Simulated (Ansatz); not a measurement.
Geometry relaxation, with input and output: TaSi₂ (part 3 of 3)

TaSi₂ (slab, 27 atoms in the cell); DFT PBE, scalar-relativistic, plane waves, PAW, no spin polarisation (Ansatz 0.2.0); cutoff 420 eV, 7×6×1 k-mesh, Gaussian smearing of 0.1 eV. The structure derives from an entry of the Crystallography Open Database. It belongs to a series of runs on one base structure; here: (1 0 0) slab, atoms relaxed.

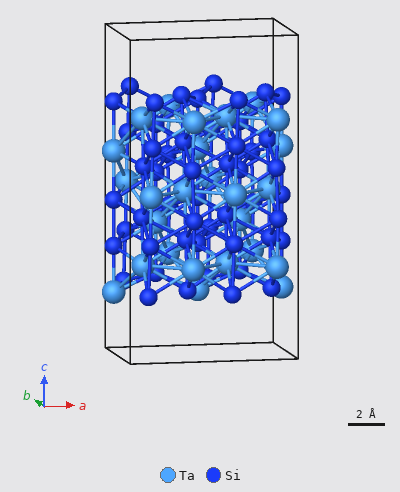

Fig. 1: The geometry at step 6 of the log (ball-and-stick view of the 2 × 1 repeat of the cell, with the vacuum cut short, seen slightly off an axis).

**Trajectory as extended XYZ, continued**
```
27
Lattice="4.8056 0.0000 0.0000 0.0000 6.5972 0.0000 0.0000 0.0000 26.8240" Properties=species:S:1:pos:R:3:forces:R:3 step=3 energy=-100838.71683
Ta    0.0000    4.3981    7.8053    0.0000   0.0000  -0.2087
Si    1.1585   -0.0361    8.1602   -0.0763   0.2074  -0.0305
Si    3.6471    2.2351    8.1602    0.0763  -0.2074  -0.0305
Si    2.4028    4.3981    8.8004    0.0000   0.0000   0.0681
Ta    3.6137   -0.0137    9.5713   -0.0212   0.0838  -0.0312
Ta    1.1919    2.2128    9.5713    0.0212  -0.0838  -0.0312
Si    0.0000    4.3981   10.3893    0.0000   0.0000   0.3255
Si    3.6550    2.2077   10.9748    0.0076   0.0060  -0.0441
Si    1.1506   -0.0086   10.9748   -0.0076  -0.0060  -0.0441
Ta    2.4028    4.3981   11.6806    0.0000   0.0000   0.0087
Si    3.6587    0.0055   12.3071    0.0057   0.0218  -0.0132
Si    1.1469    2.1935   12.3071   -0.0057  -0.0218  -0.0132
Si    0.0000    4.3981   13.0040    0.0000   0.0000   0.0172
Ta    1.1998    0.0022   13.7395    0.0150   0.0402   0.0440
Ta    3.6059    2.1968   13.7395   -0.0150  -0.0402   0.0440
Si    2.4028    4.3981   14.5183    0.0000   0.0000  -0.0997
Si    1.2522    2.1919   15.1820    0.0079   0.0091   0.0081
Si    3.5534    0.0072   15.1820   -0.0079  -0.0091   0.0081
Ta    0.0000    4.3981   15.7652    0.0000   0.0000   0.0330
Si    1.2617   -0.0321   16.5320   -0.0043  -0.0284  -0.1745
Si    3.5439    2.2311   16.5320    0.0043   0.0284  -0.1745
Si    2.4028    4.3981   17.2210    0.0000   0.0000   0.0428
Ta    3.6306    0.0274   17.8809    0.0241  -0.1482   0.2887
Ta    1.1750    2.1717   17.8809   -0.0241   0.1482   0.2887
Si    0.0000    4.3981   18.5574    0.0000   0.0000   0.0339
Si    3.5461    2.3662   19.1866   -0.2591   0.1773  -0.1584
Si    1.2596   -0.1672   19.1866    0.2591  -0.1773  -0.1584
27
Lattice="4.8056 0.0000 0.0000 0.0000 6.5972 0.0000 0.0000 0.0000 26.8240" Properties=species:S:1:pos:R:3:forces:R:3 step=4 energy=-100838.78342
Ta    0.0000    4.3981    7.8248    0.0000   0.0000  -0.2446
Si    1.1277   -0.0129    8.1421   -0.0108   0.1682  -0.0139
Si    3.6779    2.2119    8.1421    0.0108  -0.1682  -0.0139
Si    2.4028    4.3981    8.8063    0.0000   0.0000   0.0860
Ta    3.6093   -0.0134    9.5678   -0.0135   0.0399   0.0714
Ta    1.1963    2.2125    9.5678    0.0135  -0.0399   0.0714
Si    0.0000    4.3981   10.4264    0.0000   0.0000   0.0572
Si    3.6546    2.2094   10.9666   -0.0015  -0.0078  -0.0138
Si    1.1511   -0.0103   10.9666    0.0015   0.0078  -0.0138
Ta    2.4028    4.3981   11.6914    0.0000   0.0000   0.0244
Si    3.6621    0.0077   12.3031    0.0027   0.0142   0.0216
Si    1.1436    2.1913   12.3031   -0.0027  -0.0142   0.0216
Si    0.0000    4.3981   13.0238    0.0000   0.0000  -0.0152
Ta    1.2034    0.0087   13.7433    0.0619   0.0048   0.0680
Ta    3.6022    2.1903   13.7433   -0.0619  -0.0048   0.0680
Si    2.4028    4.3981   14.5150    0.0000   0.0000  -0.0694
Si    1.2477    2.1951   15.1939    0.0159   0.0178  -0.0491
Si    3.5580    0.0040   15.1939   -0.0159  -0.0178  -0.0491
Ta    0.0000    4.3981   15.7767    0.0000   0.0000   0.1897
Si    1.2777   -0.0309   16.5222   -0.0546   0.0133  -0.2334
Si    3.5279    2.2299   16.5222    0.0546  -0.0133  -0.2334
Si    2.4028    4.3981   17.2500    0.0000   0.0000  -0.1264
Ta    3.6647    0.0290   17.9009   -0.0303  -0.0378   0.1119
Ta    1.1410    2.1700   17.9009    0.0303   0.0378   0.1119
Si    0.0000    4.3981   18.5681    0.0000   0.0000   0.0519
Si    3.4475    2.4433   19.1240    0.0373  -0.1149   0.0604
Si    1.3582   -0.2443   19.1240   -0.0373   0.1149   0.0604
27
Lattice="4.8056 0.0000 0.0000 0.0000 6.5972 0.0000 0.0000 0.0000 26.8240" Properties=species:S:1:pos:R:3:forces:R:3 step=5 energy=-100838.72351 accepted=F
Ta    0.0000    4.3981    7.8150    0.0000   0.0000   0.1004
Si    1.0013    0.0962    8.0325    0.0441   0.1008   0.2187
Si    3.8043    2.1029    8.0325   -0.0441  -0.1008   0.2187
Si    2.4028    4.3981    8.8255    0.0000   0.0000   0.0075
Ta    3.5960   -0.0160    9.6127   -0.1126   0.1241  -0.2002
Ta    1.2096    2.2150    9.6127    0.1126  -0.1241  -0.2002
Si    0.0000    4.3981   10.4402    0.0000   0.0000   0.0171
Si    3.6565    2.2190   10.9538    0.0137   0.0122   0.1225
Si    1.1491   -0.0200   10.9538   -0.0137  -0.0122   0.1225
Ta    2.4028    4.3981   11.7318    0.0000   0.0000  -0.3791
Si    3.6710    0.0187   12.3355   -0.0294  -0.0451  -0.1135
Si    1.1346    2.1804   12.3355    0.0294   0.0451  -0.1135
Si    0.0000    4.3981   13.0533    0.0000   0.0000  -0.0257
Ta    1.2117    0.0104   13.7695    0.0334  -0.0099  -0.2083
Ta    3.5940    2.1886   13.7695   -0.0334   0.0099  -0.2083
Si    2.4028    4.3981   14.4825    0.0000   0.0000   0.3647
Si    1.2477    2.2217   15.1969    0.0402  -0.0290   0.0141
Si    3.5579   -0.0226   15.1969   -0.0402   0.0290   0.0141
Ta    0.0000    4.3981   15.8546    0.0000   0.0000  -0.4831
Si    1.2577    0.0087   16.4516    0.1064  -0.0815   0.5751
Si    3.5479    2.1903   16.4516   -0.1064   0.0815   0.5751
Si    2.4028    4.3981   17.2036    0.0000   0.0000   0.1739
Ta    3.6569    0.0207   17.9252   -0.0066   0.1015  -0.2167
Ta    1.1488    2.1784   17.9252    0.0066  -0.1015  -0.2167
Si    0.0000    4.3981   18.6270    0.0000   0.0000   0.0249
Si    3.4687    2.4081   19.1108   -0.0802   0.1280  -0.0921
Si    1.3369   -0.2090   19.1108    0.0802  -0.1280  -0.0921
27
Lattice="4.8056 0.0000 0.0000 0.0000 6.5972 0.0000 0.0000 0.0000 26.8240" Properties=species:S:1:pos:R:3:forces:R:3 step=6 energy=-100838.81381
Ta    0.0000    4.3981    7.8107    0.0000   0.0000  -0.0431
Si    1.0549    0.0427    8.1024    0.0250   0.0722   0.0154
Si    3.7507    2.1563    8.1024   -0.0250  -0.0722   0.0154
Si    2.4028    4.3981    8.8093    0.0000   0.0000   0.0166
Ta    3.5926   -0.0118    9.5863   -0.0604   0.0334   0.0116
Ta    1.2130    2.2109    9.5863    0.0604  -0.0334   0.0116
Si    0.0000    4.3981   10.4238    0.0000   0.0000   0.0110
Si    3.6608    2.2128   10.9669    0.0082  -0.0050  -0.0085
Si    1.1449   -0.0137   10.9669   -0.0082   0.0050  -0.0085
Ta    2.4028    4.3981   11.6956    0.0000   0.0000  -0.0538
Si    3.6649    0.0109   12.3122   -0.0138   0.0004   0.0163
Si    1.1408    2.1882   12.3122    0.0138  -0.0004   0.0163
Si    0.0000    4.3981   13.0262    0.0000   0.0000   0.0195
Ta    1.2087    0.0080   13.7504   -0.0172  -0.0043   0.0036
Ta    3.5970    2.1910   13.7504    0.0172   0.0043   0.0036
Si    2.4028    4.3981   14.5122    0.0000   0.0000   0.0069
Si    1.2487    2.2014   15.1927    0.0064  -0.0005  -0.0059
Si    3.5570   -0.0024   15.1927   -0.0064   0.0005  -0.0059
Ta    0.0000    4.3981   15.7948    0.0000   0.0000   0.0426
Si    1.2710   -0.0223   16.5082   -0.0021   0.0052  -0.0431
Si    3.5346    2.2214   16.5082    0.0021  -0.0052  -0.0431
Si    2.4028    4.3981   17.2372    0.0000   0.0000  -0.0374
Ta    3.6606    0.0260   17.9090    0.0100  -0.0261   0.0187
Ta    1.1450    2.1731   17.9090   -0.0100   0.0261   0.0187
Si    0.0000    4.3981   18.5906    0.0000   0.0000   0.0225
Si    3.4530    2.4232   19.1270    0.0331   0.0087  -0.0006
Si    1.3527   -0.2242   19.1270   -0.0331  -0.0087  -0.0006
27
Lattice="4.8056 0.0000 0.0000 0.0000 6.5972 0.0000 0.0000 0.0000 26.8240" Properties=species:S:1:pos:R:3:forces:R:3 step=7 energy=-100838.81664
Ta    0.0000    4.3981    7.8090    0.0000   0.0000  -0.0274
Si    1.0237    0.0683    8.0923   -0.0087   0.0065   0.0122
Si    3.7819    2.1307    8.0923    0.0087  -0.0065   0.0122
Si    2.4028    4.3981    8.8053    0.0000   0.0000   0.0060
Ta    3.5734   -0.0107    9.5949    0.0412   0.0286   0.0104
Ta    1.2322    2.2098    9.5949   -0.0412  -0.0286   0.0104
Si    0.0000    4.3981   10.4217    0.0000   0.0000  -0.0259
Si    3.6742    2.2132   10.9704   -0.0277  -0.0053  -0.0098
Si    1.1314   -0.0142   10.9704    0.0277   0.0053  -0.0098
Ta    2.4028    4.3981   11.6872    0.0000   0.0000   0.0024
Si    3.6571    0.0109   12.3190   -0.0006  -0.0012  -0.0011
Si    1.1485    2.1882   12.3190    0.0006   0.0012  -0.0011
Si    0.0000    4.3981   13.0272    0.0000   0.0000   0.0000
Ta    1.2043    0.0069   13.7531    0.0042  -0.0038   0.0094
Ta    3.6014    2.1921   13.7531   -0.0042   0.0038   0.0094
Si    2.4028    4.3981   14.5110    0.0000   0.0000   0.0183
Si    1.2495    2.2032   15.1923    0.0098  -0.0028   0.0039
Si    3.5561   -0.0042   15.1923   -0.0098   0.0028   0.0039
Ta    0.0000    4.3981   15.8004    0.0000   0.0000  -0.0215
Si    1.2706   -0.0193   16.5045   -0.0044  -0.0028   0.0031
Si    3.5350    2.2184   16.5045    0.0044   0.0028   0.0031
Si    2.4028    4.3981   17.2302    0.0000   0.0000  -0.0049
Ta    3.6603    0.0235   17.9105   -0.0249   0.0078   0.0012
Ta    1.1453    2.1756   17.9105    0.0249  -0.0078   0.0012
Si    0.0000    4.3981   18.5997    0.0000   0.0000  -0.0059
Si    3.4608    2.4252   19.1223   -0.0218  -0.0140   0.0003
Si    1.3449   -0.2262   19.1223    0.0218   0.0140   0.0003
27
Lattice="4.8056 0.0000 0.0000 0.0000 6.5972 0.0000 0.0000 0.0000 26.8240" Properties=species:S:1:pos:R:3:forces:R:3 step=8 energy=-100838.81721
Ta    0.0000    4.3981    7.8052    0.0000   0.0000   0.0049
Si    1.0251    0.0669    8.0937    0.0060   0.0021  -0.0045
Si    3.7806    2.1322    8.0937   -0.0060  -0.0021  -0.0045
Si    2.4028    4.3981    8.8057    0.0000   0.0000  -0.0015
Ta    3.5776   -0.0093    9.5946   -0.0043   0.0004   0.0074
Ta    1.2281    2.2084    9.5946    0.0043  -0.0004   0.0074
Si    0.0000    4.3981   10.4180    0.0000   0.0000   0.0043
Si    3.6689    2.2131   10.9699    0.0080  -0.0008  -0.0015
Si    1.1367   -0.0140   10.9699   -0.0080   0.0008  -0.0015
Ta    2.4028    4.3981   11.6876    0.0000   0.0000  -0.0021
Si    3.6584    0.0107   12.3189    0.0029   0.0020  -0.0017
Si    1.1473    2.1883   12.3189   -0.0029  -0.0020  -0.0017
Si    0.0000    4.3981   13.0258    0.0000   0.0000   0.0012
Ta    1.2044    0.0068   13.7539    0.0030  -0.0008  -0.0038
Ta    3.6013    2.1923   13.7539   -0.0030   0.0008  -0.0038
Si    2.4028    4.3981   14.5129    0.0000   0.0000   0.0003
Si    1.2514    2.2026   15.1935   -0.0016  -0.0004   0.0002
Si    3.5543   -0.0036   15.1935    0.0016   0.0004   0.0002
Ta    0.0000    4.3981   15.7980    0.0000   0.0000  -0.0006
Si    1.2689   -0.0200   16.5057    0.0004   0.0021   0.0026
Si    3.5367    2.2190   16.5057   -0.0004  -0.0021   0.0026
Si    2.4028    4.3981   17.2293    0.0000   0.0000   0.0002
Ta    3.6587    0.0238   17.9111    0.0032  -0.0004   0.0011
Ta    1.1469    2.1753   17.9111   -0.0032   0.0004   0.0011
Si    0.0000    4.3981   18.5975    0.0000   0.0000  -0.0008
Si    3.4591    2.4237   19.1239    0.0020  -0.0007  -0.0027
Si    1.3466   -0.2246   19.1239   -0.0020   0.0007  -0.0027
```

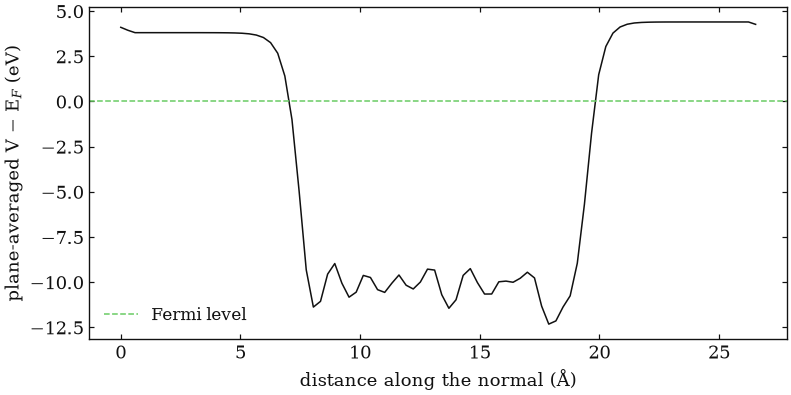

Fig. 2: Plane average of the electrostatic potential energy of an electron across the cell, from the Fermi level. The vacuum level lies 4.40 eV above the Fermi level on the upper side and 3.81 eV on the lower.

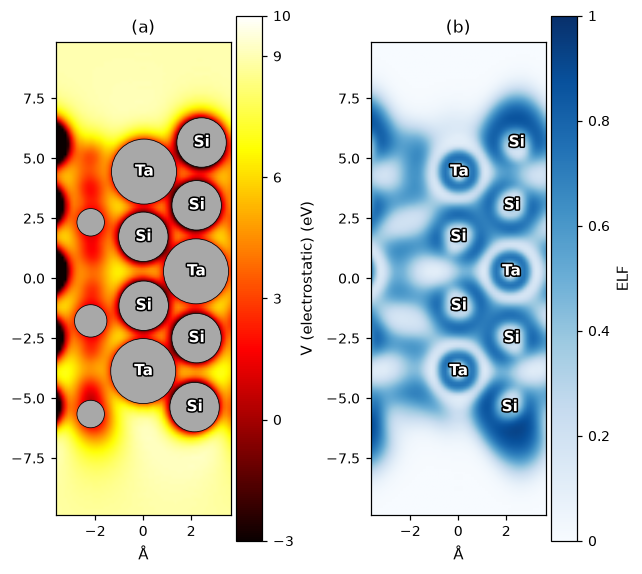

Fig. 3: (a) electrostatic potential energy of an electron; (b) electron localisation function on the (100) plane of the calculation cell, a cut from vacuum to vacuum. Grey discs, where drawn, cover atomic cores. Ta–Si (2.62 Å): the ELF is about 0.45 at the midpoint. Si–Si (2.63 Å): the ELF is about 0.55 at the midpoint. The strong features right at Ta lie inside the PAW spheres (semicore, d or f shells) and say nothing about bonding. In a PAW calculation such maps are meaningful between the atoms, not at the nuclei.

**Results in brief**

```json
{"quantity": "outcome", "value": "converged"}
{"quantity": "electrons treated", "value": "189"}
{"quantity": "free energy", "value": "−100838.8172 eV"}
{"quantity": "work function, top face", "value": "4.40 eV"}
{"quantity": "work function, bottom face", "value": "3.81 eV"}
{"quantity": "Fermi energy", "value": "4.777 eV"}
{"quantity": "gap on the k-point mesh", "value": "none (metallic)"}
{"quantity": "final volume", "value": "850.42 Å³"}
{"quantity": "work function (upper face)", "value": "4.40 eV"}
{"quantity": "largest force (length of the vector) at the end", "value": "0.009 eV/Å"}
{"quantity": "hardware", "value": "4 threads of Intel Xeon @ 2.50GHz (Skylake/Cascade Lake), 32 GiB of memory available, shared host"}
{"quantity": "wall time", "value": "11 min (CPU time 44 min)"}
{"quantity": "peak memory", "value": "3.3 GiB"}
```

**Notes**

The program warns: the exchange-correlation potential is rough where the density is thin. Spin–orbit coupling is left out, which matters for Ta.
